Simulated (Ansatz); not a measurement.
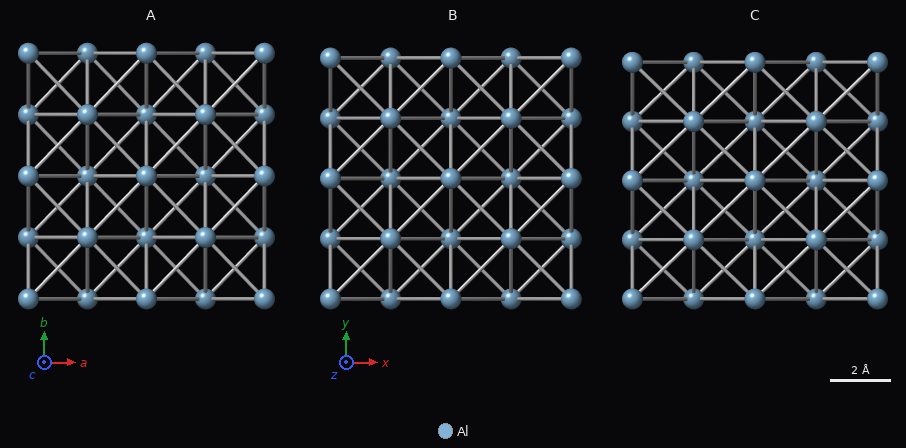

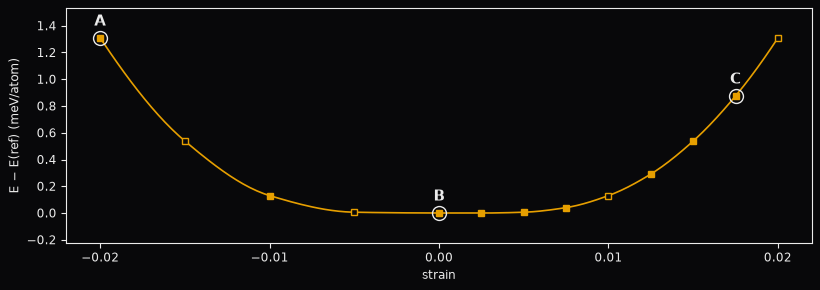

Energy scan for solid Al (Fm-3m), in which the cell is strained along x and oppositely along y, with the atoms kept at their fractional coordinates. x, y and z are the Cartesian axes of the input. The lettered frames are marked on the plot. Hollow markers are points alike by symmetry, not computed again. The picture is a ball-and-stick view of the conventional cell (4 times the calculation's cell), repeated 2 × 2 × 2 with one cell outlined, seen along the c axis. Lengths and directions refer to the drawn axes.

Level of theory: DFT PBEsol, scalar-relativistic, plane waves, PAW in Ansatz. Settings: plane-wave cutoff 420 eV; k-point mesh 20 × 20 × 20; occupations gaussian; smearing width 0.15 eV; no spin polarisation. Energies (free energies at the smearing named) are counted from the cell as listed in its source, which wasn't relaxed.

> What does the scan show?

Of the computed points the lowest is at the strain 0.0025, 0.00 meV/atom. At the ends of the scan the energy is 1.31 meV/atom (−0.02) and 1.31 meV/atom (0.02). The unrelaxed reference is under a pressure of −1.9 GPa. The distortion takes the space group from Fm-3m to Fmmm. At the strain −0.02 the cell of the drawing goes a 4.048 → 3.967 Å, b 4.048 → 4.129 Å.
